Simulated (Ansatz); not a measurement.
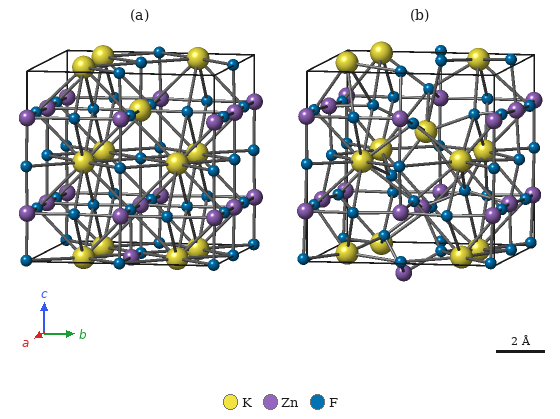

The structure of a defect cell of composition K$_{9}$Zn$_{8}$F$_{24}$ (cell charge +1) before (left) and after (right) a relaxation, at one scale.

A ball-and-stick model of the cell of the calculation (origin shifted), seen from a free direction.

Computed with Ansatz 0.2.0, DFT, PBEsol, PAW, plane waves. Set-up: plane-wave cutoff 420 eV; k-point mesh 1 × 1 × 1; mesh shifted by (0.25, 0.25, 0.25); no spin polarisation; atoms relaxed in a fixed cell; force threshold 0.03 eV/Å; at most 80 steps.

Question: What changed between the two?

Answer: The energy falls by 8.364 eV per cell of the calculation in 21 geometry steps. The largest force component goes from 7.3 to 0.0068 eV/Å. The forces were under the threshold at step 15, but the run went on from there. The largest move is that of an F atom, 1.51 Å roughly along [0 −2 −1]. Largest moves by element: F 1.51 Å, Zn 1.20 Å, K 1.10 Å. The cell doesn't change. Among the contacts that change: K–K 3.507 → 5.135 Å, F–Zn 3.467 → 1.949 Å, F–K 4.527 → 3.028 Å, F–Zn 3.508 → 2.024 Å. New bonds form: F–K (4.53 → 3.03 Å), F–Zn (3.47 → 1.95 Å), F–Zn (3.51 → 2.02 Å). Bonds break: F–K (2.84 → 4.23 Å), F–K (2.85 → 3.80 Å), F–K (2.87 → 3.80 Å), F–K (2.87 → 4.24 Å). Among the angles between lasting bonds that change: K–F–Zn 179.0° → 98.0°, F–Zn–F 177.5° → 102.0°, K–F–Zn 178.0° → 119.2°. The run took 93 s on 7 threads of Arm Neoverse-V2, peak memory 1.1 GiB.

Limits of the set-up: the periodic images lie only 8.1 Å apart, so the values are limited by the cell's size; the cell is charged, on a uniform background, and energies carry no finite-size correction.
